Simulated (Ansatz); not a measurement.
Si2W3

```cif
data_structure
_symmetry_space_group_name_H-M 'P 1'
_symmetry_Int_Tables_number 1
_cell_length_a 6.5824
_cell_length_b 6.5824
_cell_length_c 3.2749
_cell_angle_alpha 90.000
_cell_angle_beta 90.000
_cell_angle_gamma 90.000
_cell_volume 141.90
loop_
_atom_site_label
_atom_site_type_symbol
_atom_site_fract_x
_atom_site_fract_y
_atom_site_fract_z
_atom_site_occupancy
Si1 Si 0.13408 0.63408 0.00000 1
Si2 Si 0.86592 0.36592 0.00000 1
Si3 Si 0.63408 0.86592 0.00000 1
Si4 Si 0.36592 0.13408 0.00000 1
W1 W 0.50000 0.50000 0.00000 1
W2 W 0.00000 0.00000 0.00000 1
W3 W 0.65986 0.15986 0.50000 1
W4 W 0.34014 0.84014 0.50000 1
W5 W 0.15986 0.34014 0.50000 1
W6 W 0.84014 0.65986 0.50000 1
```

Space group P4/mbm; a structure from a database of computed crystals, not necessarily the ambient phase.

Method: DFT PBEsol, scalar-relativistic, plane waves, PAW (Ansatz).

The density is the valence pseudo-density of a PAW calculation; it isn't the true density close to the nuclei.

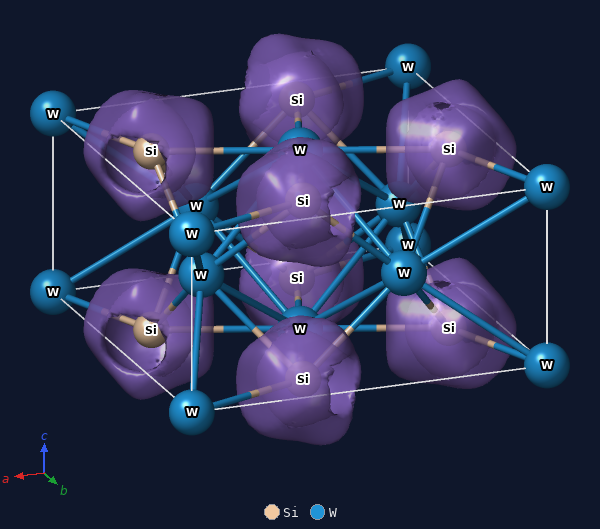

Figure 1. Isosurface of the electron localisation function at 0.6 (purple), seen at an oblique angle. Only the valence region is drawn (cores and ρ < 0.01 e/Å³ removed). Sticks mark near contacts.

Describe the localisation domains.

Answer. The ELF exceeds this value in four regions wrapped around Si (the valence shell of each), counted in one cell of 10 atoms. Regions shared between cells count once.


Si–Si (2.50 Å): the ELF reaches about 0.50 near the midpoint. Si–W (2.52 Å): the ELF peaks at about 0.65 in the valence shell of Si, 0.9 Å from its nucleus, and is about 0.40 at the midpoint.

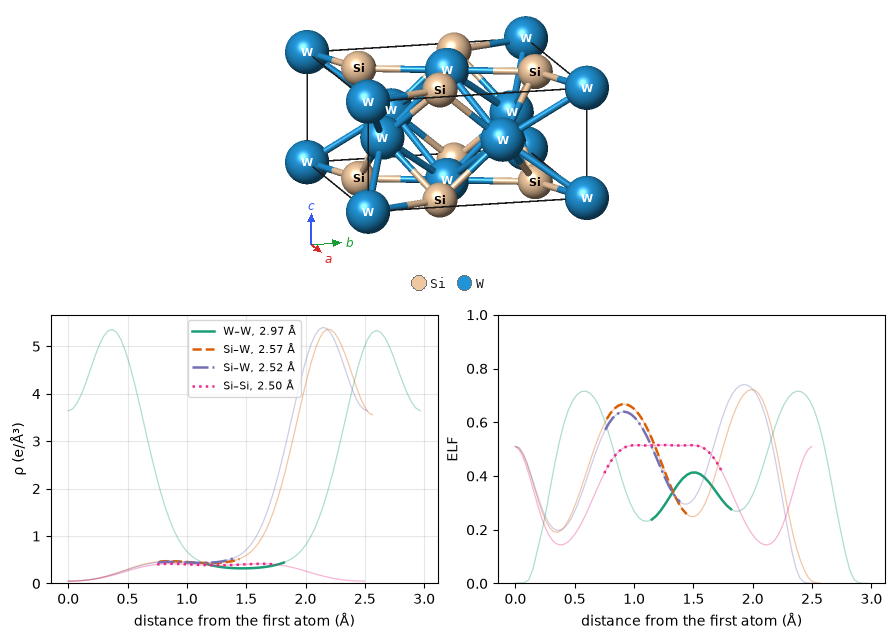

Figure 2. Valence pseudo-density and ELF along straight lines between neighbouring atoms. Thin, pale parts lie inside the atomic spheres. The structure is drawn too.

What can be read from the curves?

Answer. W–W (2.97 Å): the density is about 0.32 e/Å³ at the midpoint; the ELF is about 0.40 at the midpoint.
Si–W (2.57 Å): ρ is about 0.44 e/Å³ halfway; the ELF peaks at about 0.65 in the valence shell of Si, 0.9 Å from its nucleus, and is about 0.40 at the midpoint.
Si–W (2.52 Å): ρ at the midpoint is about 0.45 e/Å³; the ELF peaks at about 0.65 in the valence shell of Si, 0.9 Å from its nucleus, and is about 0.40 at the midpoint.
Si–Si (2.50 Å): ρ at the midpoint is about 0.38 e/Å³; the ELF reaches about 0.50 near the midpoint.

Metal or insulator at this level of theory?

Answer. It is gapless in this calculation (a metal or semimetal).
